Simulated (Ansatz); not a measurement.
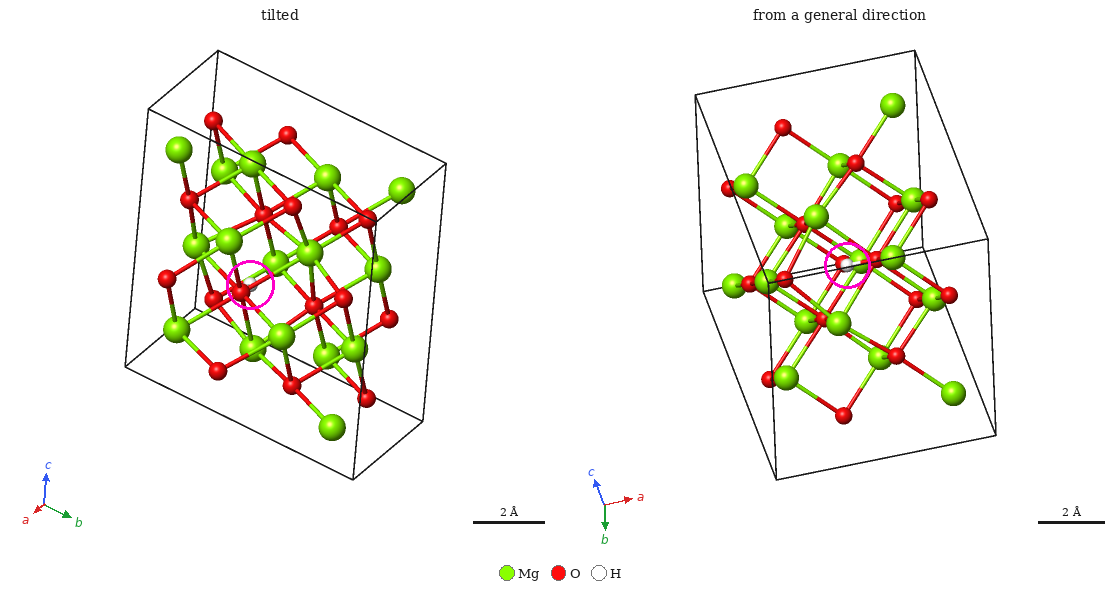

We look at a ball-and-stick model of the crystal slightly off an axis and from a general direction. One supercell is outlined, and atoms on its boundary appear in each equivalent place. The host is MgO, in a cell of 32 sites, and the cell carries a charge of +1. A ring marks the defect's site.

Describe the defect.

Answer. An interstitial hydrogen atom. It is bonded to one O at about 1.0 Å.

The atoms were relaxed in the host's cell with Ansatz, DFT PBE, scalar-relativistic, plane waves, PAW.
